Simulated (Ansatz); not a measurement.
Cell and atoms:

```yaml
crystal:
  lattice:
    - [3.87450, 0.00000, 0.00000]
    - [0.00000, 3.87450, 0.00000]
    - [0.00000, 0.00000, 3.87450]
  atoms:
    - { symbol: Si, position: [0.00000, 0.00000, 0.00000] }
    - { symbol: Si, position: [0.00000, 0.50000, 0.50000] }
    - { symbol: Si, position: [0.50000, 0.00000, 0.50000] }
    - { symbol: Si, position: [0.50000, 0.50000, 0.00000] }
```

Q: Interpret the file: composition, symmetry and coordination.

A: The element is silicon. The symmetry is that of Fm-3m (No. 225), on a face-centred cubic lattice. Its structure type: face-centred cubic (Cu type). The cell holds four atoms. The neighbours of Si are twelve Si in a cuboctahedral arrangement at 2.74 Å. The bonds build a three-dimensional framework.

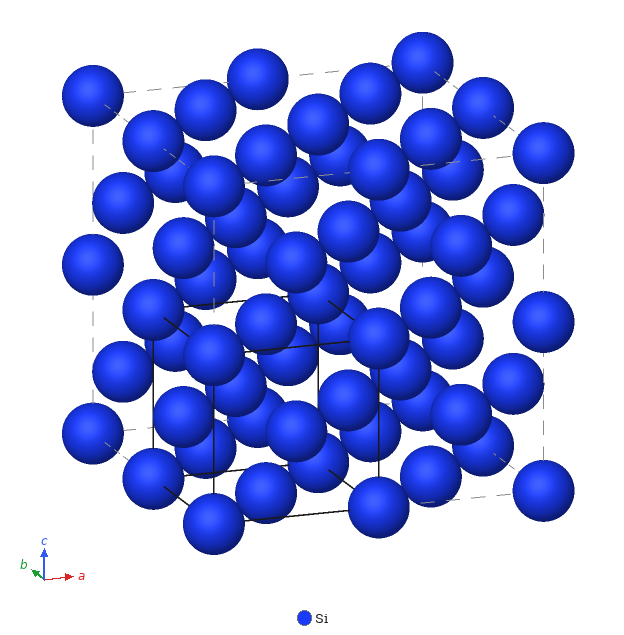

Crystal structure, spheres-only style, seen slightly off an axis. One conventional unit cell is drawn solid; the view covers 2×2×2 cells.

Origin of the cell: a structure listed in the Materials Project, with elements exchanged, so it need not be a known form of the compound. What is shown is the relaxed result from DFT PBE, scalar-relativistic, plane waves, PAW (Ansatz).
